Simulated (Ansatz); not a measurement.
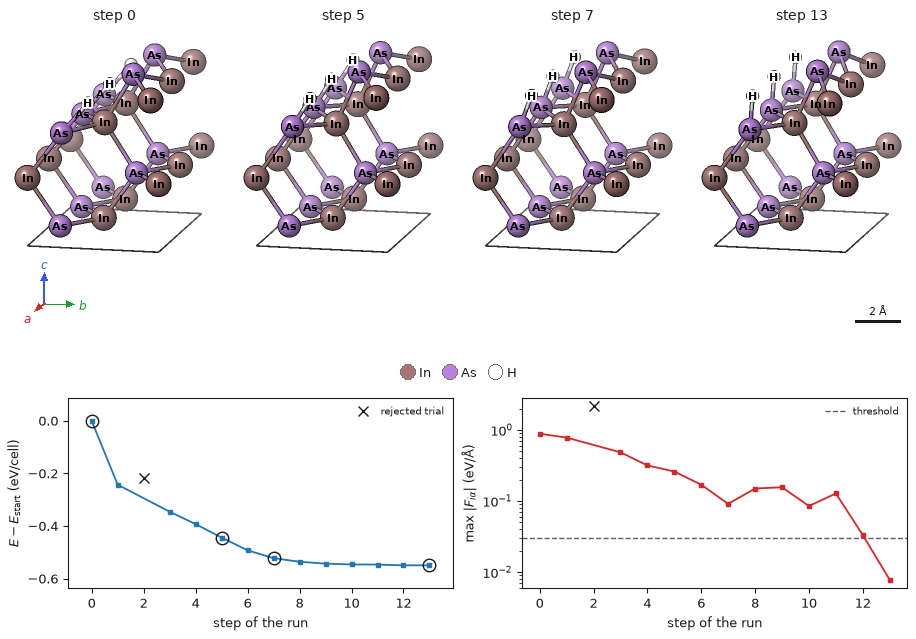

Frames of a constrained relaxation of a slab of composition In4As4H (cut from the F-43m phase), marked on the history of the run. The picture is a ball-and-stick view of the 2 × 1 repeat of the cell, outlined in the plane, without the vacuum, seen slightly off an axis.

Case: H put at a hollow As-As-In site. The slab is the (1 1 0) face of InAs with H on it. 4 atoms are held fixed.

These are results of Ansatz, DFT PBEsol, scalar-relativistic, plane waves, PAW, not measurements.

Input file:
```yaml
crystal:
  lattice:
    - [4.3044884345, 0.0, 0.0]
    - [0.0, 6.0874659232, 0.0]
    - [0.0, 0.0, 25.4567326518]
  atoms:
    - { symbol: In, position: [0.5, 0.5, 0.3338998809] }
    - { symbol: As, position: [0.0, 0.25, 0.3338998809] }
    - { symbol: In, position: [0.0, 0.0, 0.4184450677] }
    - { symbol: As, position: [0.5, 0.75, 0.4184450677] }
    - { symbol: In, position: [0.5, 0.5069416007, 0.5076704798] }
    - { symbol: As, position: [0.0, 0.2589646507, 0.5027477992] }
    - { symbol: In, position: [0.0, -0.0614639149, 0.5698342569] }
    - { symbol: As, position: [0.5, 0.7253852038, 0.5973610963] }
    - { symbol: H, position: [0.0, 0.4631021643, 0.5596500509] }
basis:
  ecutwfc: 420
kpoints:
  mp_grid: { grid: [7, 5, 1] }
hamiltonian:
  xc: pbesol
scf:
  occupations: { method: gaussian, width: 0.1 }
output:
  forces: true
  eigenvalues: true
relax:
  adjacent_minimum: "off"
  f_tol: 0.03
  max_steps: 70
  constraints: [{ sites: [0, 1, 2, 3] }]
efield:
  axis: 3
  dipole_correction: true
  ramp_width: 0.04
```

Command:
```bash
ansatz run input.yaml --threads 2 --pin off --max-ram 5120MiB --backend cpu --events-out ev --progress --plain --runs-dir out
```

Q: Describe the path.

A: Over 12 accepted moves (13 points after the start) the energy falls by 0.549 eV per cell of the calculation. The largest force component goes from 0.89 to 0.0078 eV/Å. The line search rejected the trial step at point 2 of the run. H9 moves most: 1.09 Å at 75° to the normal (+c side). Largest moves by element: H 1.09 Å, In 0.41 Å, As 0.19 Å. The cell doesn't change. Some distances before and after: As6–H9 1.909 → 1.561 Å, In3–As6 2.663 → 2.844 Å, As6–In7 2.593 → 2.762 Å, As4–In5 2.711 → 2.619 Å. Bond angles that change, for instance: In3–As6–H9 175.7° → 148.9°, In7–As6–H9 89.4° → 64.6°, In5–As6–H9 65.8° → 88.9°. From step 0 to 5: H9 moves most (0.38 Å), energy −0.444 eV per cell of the calculation. From step 5 to 7: H9 moves most (0.38 Å), energy −78.2 meV per cell of the calculation. From step 7 to 13: H9 moves most (0.37 Å), energy −27.3 meV per cell of the calculation.

```tsv
step	E − E(0), meV/atom	largest force component, eV/Å	note
0	0.00	0.8857	
1	-26.95	0.7803	
2	-23.94	2.1423	rejected
3	-38.36	0.4851	
4	-43.61	0.3169	
5	-49.29	0.2601	
6	-54.67	0.1698	
7	-57.98	0.0913	
8	-59.49	0.1501	
9	-60.30	0.1562	
10	-60.63	0.0850	
11	-60.70	0.1280	
12	-61.00	0.0332	
13	-61.02	0.0078
```

Limits of the set-up: the periodic images lie only 4.3 Å apart, so the values are limited by the cell's size.
